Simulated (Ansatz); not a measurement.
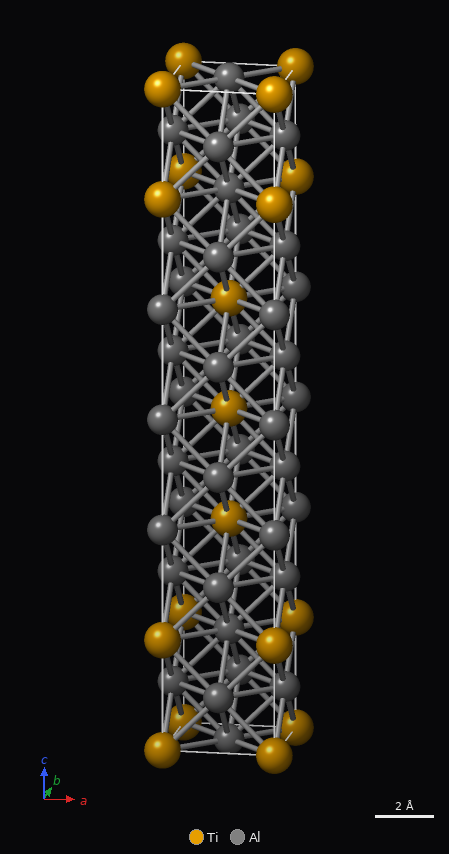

This ball-and-stick model is shown slightly off an axis. Atoms at the boundary of the conventional unit cell (the box) are drawn once for each face, edge or corner they touch.

TiAl3, space group I4/mmm (No. 139), a = 3.95 Å, b = 3.95 Å, c = 23.69 Å, α = 90.00°, β = 90.00°, γ = 90.00°.

Calculation details: DFT PBEsol, scalar-relativistic, plane waves, PAW in Ansatz; plane-wave cutoff 420 eV, k-points about 0.13 Å⁻¹ apart, Gaussian smearing of 0.15 eV, no spin polarisation.

**What is the band gap, if any?**

A metal: bands cross the Fermi level.

**How far is the cell from zero pressure?**

The computed pressure is 0.5 GPa (compressed: it would expand). The stress isn't hydrostatic: its largest component is 5.8 GPa.

Origin of the cell: a structure listed in the Materials Project. The cell was then strained or its atoms displaced on purpose. It went into a calculation with Ansatz.

At this level of theory the run's own cell isn't at rest (forces up to 1.5 eV/Å), so its distances can differ from those at equilibrium, the more so the softer the solid.
